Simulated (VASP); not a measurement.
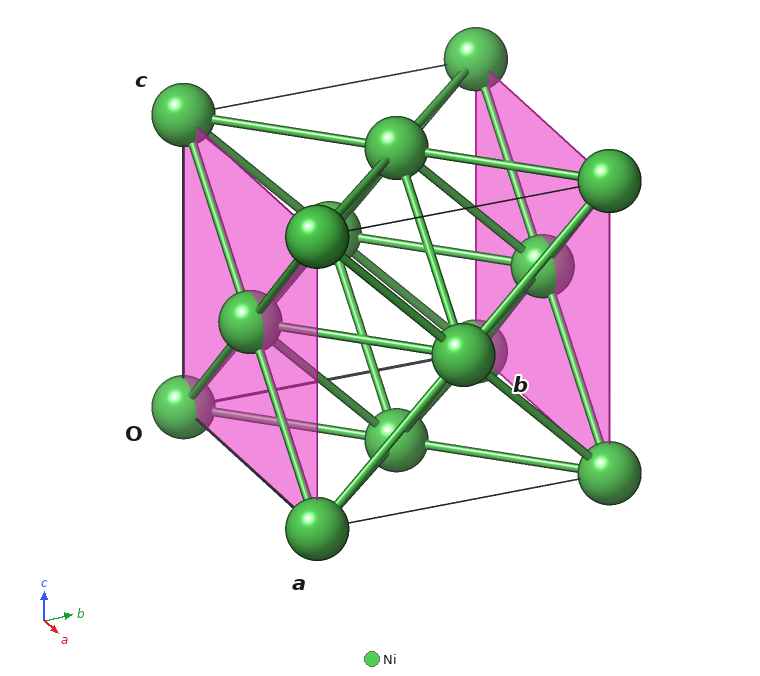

Crystal: Ni, coordinates from a relaxation with VASP Kohn-Sham DFT of a periodic cell, PBE, VASP PAW PBE potentials, gw in VASP 6.6.1. Every member of one family of equally spaced planes, hx + ky + lz = a whole number, that cuts the unit cell is shaded (one member passes through the origin O). All values are computed from the atomic coordinates in the standard setting (tolerance 0.002 Å).

a = 3.508 Å, b = 3.508 Å, c = 3.508 Å, α = 90.00°, β = 90.00°, γ = 90.00°.

Which (hkl) family is drawn?

(0 1 0); the opposite sign names the same planes. The member next to the origin meets the axes a never, b at 1, c never.

What is the spacing?

d = 3.508 Å.

Which atoms of the cell lie in these planes (within 0.03 Å)?

2 of the 4 Ni.

The space group is Fm-3m (No. 225). How many reflections hkl are equivalent to this one (itself included), and does it occur?

6 reflections are equivalent in the Laue class m-3m. The reflection is systematically absent, by the centring.
